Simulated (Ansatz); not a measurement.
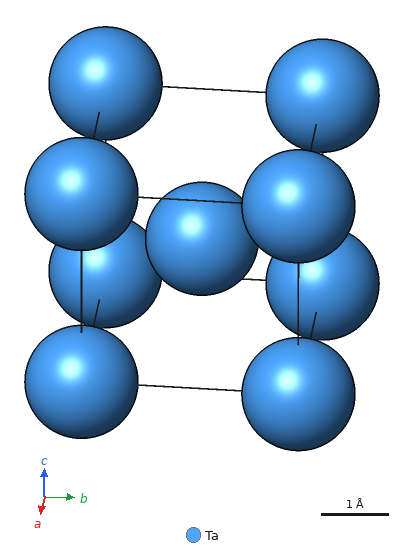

Reference structure: a crystal of Ta (set up in Im-3m). The picture is a spheres-only view of the cell of the calculation, seen from a free direction.

The calculation used DFT PBEsol, scalar-relativistic, plane waves, PAW in Ansatz 0.2.0. Set-up: plane-wave cutoff 420 eV; k-point mesh 16 × 16 × 16; occupations gaussian; smearing width 0.1 eV; no spin polarisation.

The variant: Strain along c alone, −6.0 %, is applied. Symmetry leaves the atoms no freedom, so this is a single point.

Predict the response.

Answer. It costs 63.9 meV per atom. The pressure goes from 0.2 to 14.8 GPa. The principal stresses (compression positive) are 20.0 GPa along c and 12.2 GPa across it. All forces vanish by symmetry. Both are metals. Among the bonded contacts that change: Ta–Ta 3.280 → 3.084 Å, Ta–Ta 2.841 → 2.785 Å. The space group (tolerance 0.01 Å) goes from Im-3m (No. 229) to I4/mmm (No. 139).

The changed structure in the same view:

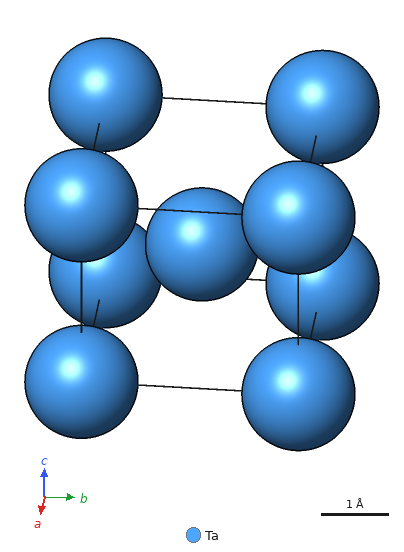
